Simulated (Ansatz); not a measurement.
EuS: single-point calculation (part 2 of 2)

Continued. System: EuS (Fm-3m, 2 atoms in the cell). Method: DFT, PBEsol, paw_fr, spin-orbit coupling, Ueff = 6 eV on Eu f (Ansatz 0.2.0); cutoff 420 eV, 8×8×8 k-mesh, tetrahedron occupations. The structure was built on a prototype by a generator; it need not be a known phase.

Geometry of the input (Å; fractional positions):
```
0.0000  2.9785  2.9785
2.9785  0.0000  2.9785
2.9785  2.9785  0.0000
Eu 0.5000  0.5000  0.5000
S  0.0000  0.0000  0.0000
```

The program's output, continued
```
  k-point 58: bands = ["-30.6267", "-27.5386", "-11.7502", "-11.0998", "-8.4741", "-7.4476", "-6.9638", "-6.2820", "-2.8799", "-2.8301", "6.2013", "6.4323", "6.6870", "6.7395", "7.2276", "7.4230", "7.6260", "7.7349", "7.8011", "7.9042", "8.0021", "8.3172", "8.6655", "9.4195", "9.9757", "13.4412", "13.4680", "14.1044", "14.3101", "14.8994", "15.0668", "15.2359"]
Bands: 38, of which v1, the nominal top of the filled ones, is band 23 counted from 1 (22 counted from 0)
Projection manifold: j_resolved (fully-relativistic pseudo-atomic orbitals)
Initial density: handed on by an earlier stage of this run
Starting moments: Σ|m| = 7 μB on 1 of 2 sites; this step starts from the density that it was given
iter 1 solved again at ethr=4.26e-7 eV; its pass at ethr=3.10e-3 eV (dr2=9.80e-5 eV) is discarded
SCF iter   1: F=—  HF=-9562.484722 eV  |F-HF|=—  |Δ(HF+E_count)|=         —  Δρ=7.54e-6  dr2=1.85e-8  dr2_m=1.43e-8  ethr=4.26e-7  |M|=6.96e0 ∫|m|=7.10e0 μB  |m|>n=0.0e0 m-floor=0.0e0 τ_xc=3.8e-4 mc-row=0.0e0  β_m=0.30  ⟨swp⟩=10.2  Hψ=21869  notcnv=0  defer=31
eigensolver tolerance schedule: the retry pair's looser diagonalisation over-reported the residual by 5305.11 of it (diagonalisation noise at 2.69 of the residual, at the tolerance the schedule requests for it); recorded, not acted on — ethr = c·dr2/N_el stays at c = 1.0e-1
preconditioner: auto → none  [insulator: Δε(μ)=0.444 eV  Ē_g=13.165 eV  n_scr=14 (ndim 8)  ℏωp=23.4 eV  f_vac=0.000  ε∞_Penn≈4.2]
iter 2 met the thresholds in force, and the SCF goes on: an eigenvalue changes by 127.50 meV, over its tolerance of 10.00 meV (output.eigenvalues, Limitations)
SCF iter   2: F=-9562.484722 eV  HF=-9562.484722 eV  |F-HF|=3.94e-8  |Δ(HF+E_count)|=   2.27e-8  Δρ=6.86e-6  dr2=8.84e-10  dr2_m=1.17e-8  ethr=8.03e-11  |M|=6.96e0 ∫|m|=7.10e0 μB  |m|>n=0.0e0 m-floor=0.0e0 τ_xc=3.8e-4 mc-row=0.0e0  β_m=0.65  ⟨swp⟩=12.3  Hψ=18141  notcnv=0
iter 3 met the thresholds in force, and the SCF goes on: an eigenvalue changes by 127.50 meV, over its tolerance of 10.00 meV (output.eigenvalues, Limitations)
SCF iter   3: F=-9562.484722 eV  HF=-9562.484722 eV  |F-HF|=1.36e-8  |Δ(HF+E_count)|=   5.32e-8  Δρ=5.24e-6  dr2=6.54e-9  dr2_m=7.94e-9  ethr=3.84e-12  |M|=6.96e0 ∫|m|=7.10e0 μB  |m|>n=0.0e0 m-floor=0.0e0 τ_xc=3.8e-4 mc-row=0.0e0  β_m=0.82  ⟨swp⟩=6.9  Hψ=18467  notcnv=0
SCF iter   4: F=-9562.484722 eV  HF=-9562.484722 eV  |F-HF|=6.51e-9  |Δ(HF+E_count)|=   6.14e-8  Δρ=2.73e-6  dr2=8.36e-9  dr2_m=4.86e-10  ethr=3.84e-12  |M|=6.96e0 ∫|m|=7.10e0 μB  |m|>n=0.0e0 m-floor=0.0e0 τ_xc=3.8e-4 mc-row=0.0e0  ⟨swp⟩=6.8  Hψ=17320  notcnv=0
SCF 2 converged in 4 iterations: F = -9562.484722 eV  dr2 = 8.36e-9
```

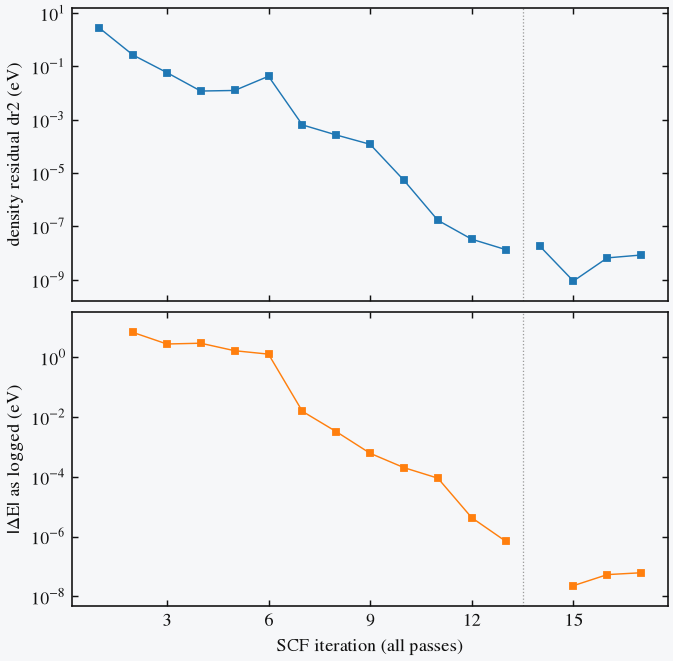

**Figure 1.** Convergence of the self-consistent field: density residual dr2 and size of the energy change against the SCF iteration. The dotted line parts a first SCF on fewer bands from the closing SCF on all bands, which starts from the first one's density. The passes take 13 and 4 iterations.

```
SCF converged after 17 iterations (13 of them on 32 bands)
Stability not checked: this state was not tested for a lower state beside it, because cold or Methfessel-Paxton smearing, or corrected tetrahedra, fill the levels in a way that the test cannot read (fill_not_monotonic; see scf.lower_state_search)
an eigenvalue changed by more than its tolerance at an iteration that met the thresholds in force, so the SCF went on 2 times: the last check found none over its tolerance
Magnetization: |M| = 6.9577 μB,  M = (+0.0000, -0.0000, +6.9577) μB
Absolute magnetization: 7.0994 μB (∫|m|, with the PAW one-centre terms)
  site 0: m = (+0.0000, +0.0000, +6.8134) μB, |m| = 6.8134 μB  (R = 1.23 Å)
  site 1: m = (-0.0000, +0.0000, -0.0669) μB, |m| = 0.0669 μB  (R = 1.23 Å)
Free energy (F): -9562.484722 eV
Harris-Foulkes:  -9562.484722 eV  (|F-HF|=6.51e-9)
Internal energy: -9562.484722 eV  (E = F + TS)
E sigma→0 (E₀):  -9562.484722 eV
Fermi energy:    8.975531 eV
--- Per-component energies (eV) ---
  E_band       = -21.743726
  E_kinetic    = 458.120063
  E_local      = -2168.800462  (includes V_loc(G=0)·N_el)
  E_nonlocal   = 512.019540
  E_hartree    = 861.474921
  E_xc         = -271.755392
  E_vxc        = -289.448160  (∫ρ·V_xc dr)
  E_hubbard    = 0.143740  (on-site DFT+U / exact-exchange correction)
  E_vhub       = -20.649498  (the Hubbard potential's part of the band-sum identity)
  E_paw        = -6884.693795  (= ΣΔE_a)
  E_vpaw       = -235.931963  (= ΣTr[D̂ρ^β])
  E_aug_tail   = 0.000001  (compensation charges beyond the density's cutoff)
  E_ewald      = -2069.643386
  E_core_change = 0.650048  (= ΣΔE_core)
  E_smearing   = -0.000000  (= −TS)
  E_closure    = 0.000000  (closes the sum)
  Σ components = -9562.484722   (vs F -9562.484722, Δ=0.00e0)
--- Hubbard shell moments (per corrected site; Tr N, ν in electrons; μ in μ_B) ---
  shell 0: Tr N=6.9790  μ_S=(+0.0000, -0.0000, +6.9136)  μ_L=(-0.0000, -0.0000, +0.0094)  μ=(+0.0000, -0.0000, +6.9230)  ν=0.1945 along (+0.000, +0.000, +1.000)
--- Forces (eV/Å), atoms counted from 1 ---
  atom   1  Eu     0.00000000     0.00000000    -0.00000000
  atom   2  S      0.00000000     0.00000000    -0.00000000
  max |Σ_I F_I| component: 3.90e-18 eV/Å
--- Stress (GPa, compression-positive) ---
       -2.247659       0.000000       0.000000
        0.000000      -2.247659       0.000000
       -0.000000      -0.000000      -2.244283
  P = ⅓ Tr σ = -2.2465 GPa (-22.465 kbar)
--- Band table (eV; the first three rows and the last of 59) ---
  k-point 0: bands = ["-30.6449", "-27.5647", "-11.6655", "-10.9437", "-8.3518", "-7.2289", "-6.6086", "-6.1169", "-3.2225", "-3.2224", "6.7621", "6.8019", "6.8162", "7.5713", "7.6334", "7.6783", "7.7452", "7.8349", "7.9344", "7.9961", "8.8466", "8.8829", "8.9755", "11.0178", "11.3358", "11.3638", "11.4023", "11.4890", "11.9979", "12.0523", "12.0726", "12.2843", "12.2947", "13.0241", "13.0266", "16.9002", "17.6216", "18.3514"]
  k-point 1: bands = ["-30.6428", "-27.5618", "-11.6793", "-10.9593", "-8.3804", "-7.2666", "-6.6547", "-6.1644", "-3.0952", "-3.0537", "6.4951", "6.7358", "6.7581", "7.1199", "7.4287", "7.4812", "7.5804", "7.8025", "7.8936", "7.9839", "8.4727", "8.5852", "8.7005", "11.3549", "11.6448", "11.6687", "11.9163", "11.9235", "12.2982", "12.3289", "12.3510", "12.8360", "12.8423", "13.5153", "13.5237", "17.3577", "18.2128", "18.3465"]
  k-point 2: bands = ["-30.6380", "-27.5547", "-11.7132", "-10.9967", "-8.4470", "-7.3590", "-6.7644", "-6.2415", "-2.7890", "-2.6675", "5.7709", "6.1207", "6.6122", "6.6181", "6.9739", "7.0095", "7.5884", "7.7066", "7.8051", "7.9750", "8.0866", "8.1604", "8.3328", "11.6862", "12.1312", "12.3948", "12.4217", "13.0600", "13.0783", "13.3129", "13.7032", "14.1377", "14.1553", "14.7564", "14.7831", "18.0100", "18.2407", "18.3470"]
  k-point 58: bands = ["-30.6266", "-27.5385", "-11.7501", "-11.0999", "-8.4741", "-7.4475", "-6.9638", "-6.2820", "-2.8799", "-2.8301", "6.2013", "6.4323", "6.6870", "6.7396", "7.2276", "7.4230", "7.6260", "7.7350", "7.8012", "7.9042", "8.0022", "8.3172", "8.6656", "9.4195", "9.9757", "13.4412", "13.4680", "14.0746", "14.3009", "14.8739", "15.0303", "15.2076", "15.8698", "16.3041", "16.4203", "17.0407", "17.1829", "18.1265"]
Occupation matrices written to [file]
```

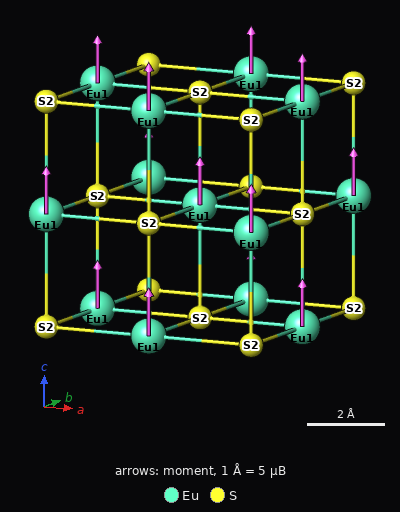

**Figure 2.** Magnetic moments of the sites as pink arrows (ball-and-stick view of the cell 4 times as large as that of the calculation, set on its symmetry axes, seen at an oblique angle; atoms are numbered from 1 in the order of the input); small moments hardly show. Site moments: Eu1 (6.48 μB). They are counted near the atoms and needn't add up to the moment of the cell.

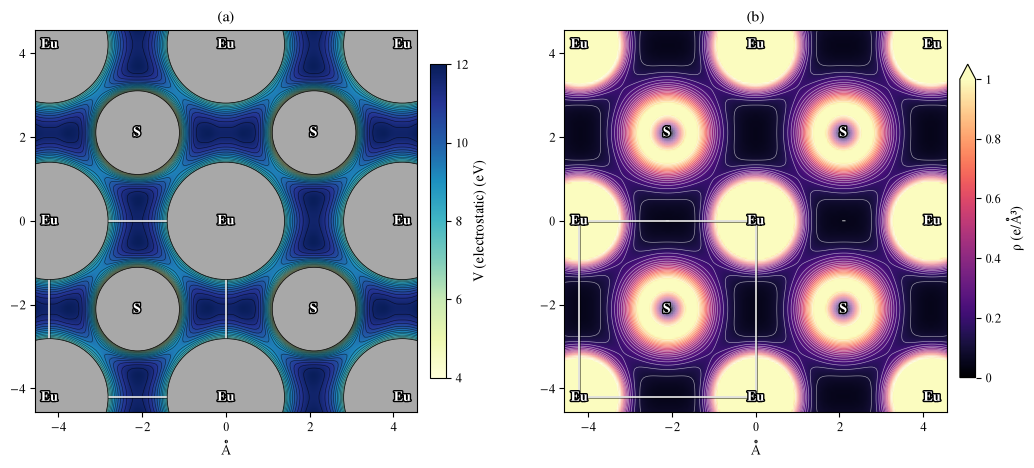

**Figure 3.** (a) electrostatic potential (local pseudopotential plus Hartree) felt by an electron; (b) valence pseudo-density on the (011) plane of the calculation cell. Grey discs, where drawn, cover atomic cores. The section cuts through Eu and S sites. Eu–S (2.98 Å): the density is about 0.2 e/Å³ at the midpoint. Away from the nuclei the density in this plane falls to 0.05 e/Å³ at its lowest. Outside the cores the potential energy rises away from the atoms and is highest about 1.6 Å from the nearest atoms; outside the discs it spans about 7 eV, and its zero is arbitrary. Core electrons are frozen (PAW), so the fields are smoothed inside the atomic spheres.

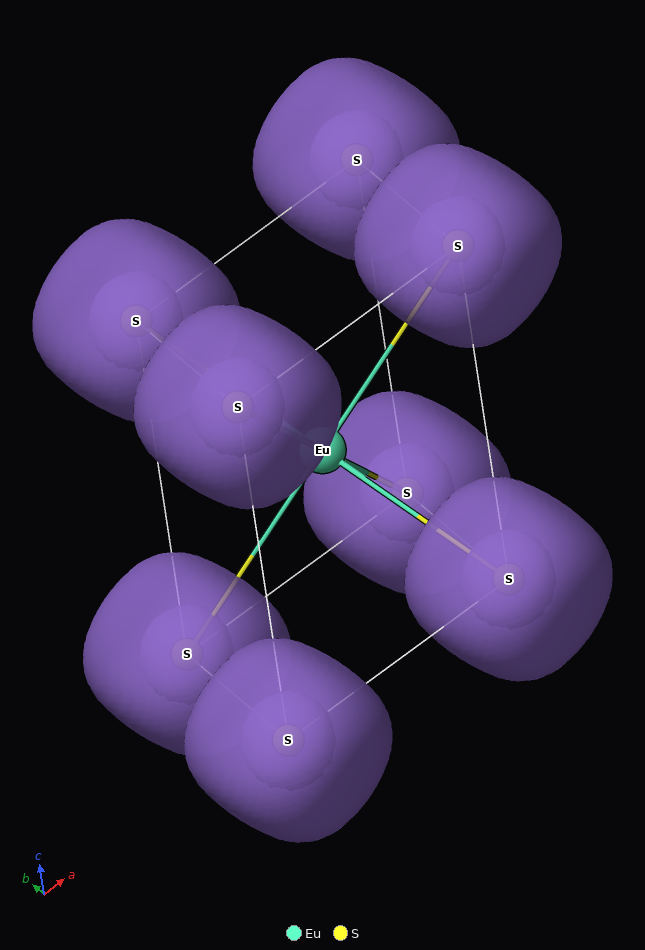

**Figure 4.** Isosurface of the electron localisation function at 0.75 (purple), seen slightly off an axis. Only the valence region is drawn (cores and ρ < 0.01 e/Å³ removed). Sticks mark near contacts. The outline is the calculation cell. Values along the shortest contacts: Eu–S (2.98 Å): the ELF peaks at about 0.85 in the valence shell of S, 0.9 Å from its nucleus, and drops to about 0.10 between the two atoms, which marks ionic bonding with no shared pair.

Results in brief

| quantity | value |
| --- | --- |
| outcome | converged |
| space group (tolerance 0.01 Å) | Fm-3m (225) |
| electrons treated | 23 |
| free energy | −9562.4847 eV |
| Fermi energy | 8.976 eV |
| gap on the k-point mesh | 0.44 eV |
| net moment of the cell | 6.96 μB |
| integrated absolute moment | 7.10 μB |
| pressure | −2.25 GPa |
| largest force (length of the vector) | under 0.001 eV/Å |
| hardware | 4 threads of Arm Neoverse V1, 24 GiB of memory available, shared host |
| wall time | 31 s (CPU time 2 min) |
| peak memory | 0.82 GiB |

Remarks

Settings chosen away from the usual ones: scf.occupations.width = null, scf.occupations.method = "tetrahedron", hamiltonian.pseudopotentials = {"kind": "paw_fr"}, magnetization = {"noncollinear": true, "spin_orbit": true}. The program warns: the SCF threshold is looser than advised for the printed stress.
